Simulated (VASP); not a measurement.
TiO (space group P6_3/mmc, No. 194). Coordinates: a cell listed in the Materials Project, as set up for an electronic-structure calculation.

```cif
data_structure
_symmetry_space_group_name_H-M 'P6_3/mmc'
_symmetry_Int_Tables_number 194
_cell_length_a 2.8516
_cell_length_b 2.8516
_cell_length_c 5.5675
_cell_angle_alpha 90.000
_cell_angle_beta 90.000
_cell_angle_gamma 120.000
_cell_volume 39.21
loop_
_atom_site_label
_atom_site_type_symbol
_atom_site_symmetry_multiplicity
_atom_site_Wyckoff_symbol
_atom_site_fract_x
_atom_site_fract_y
_atom_site_fract_z
_atom_site_occupancy
Ti1 Ti 2 c 0.66667 0.33333 0.75000 1
O1 O 2 a 0.00000 0.00000 0.50000 1
```

Describe the stacking along c, with columns A (0, 0), B (1/3, 2/3), C (2/3, 1/3) of the hexagonal mesh.

O(A) – Ti(B) – O(A) – Ti(C) (four layers in 5.57 Å).

O layers alone: AA, a sequence in which some neighbouring layers lie directly above each other.

Ti: two trigonal-prismatic sites (per hexagonal cell).

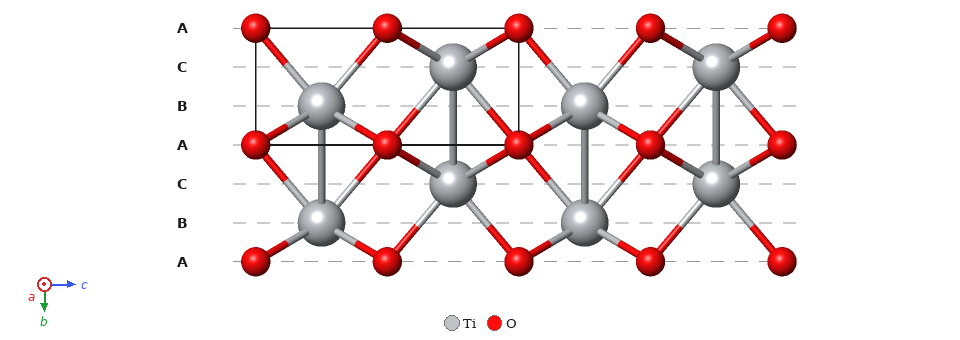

Projection along an edge of the hexagonal mesh, stacking direction c to the right. The dashed lines mark the three columns A (0, 0), B (1/3, 2/3) and C (2/3, 1/3). The sequence starts with the first layer at or above the cell's origin.
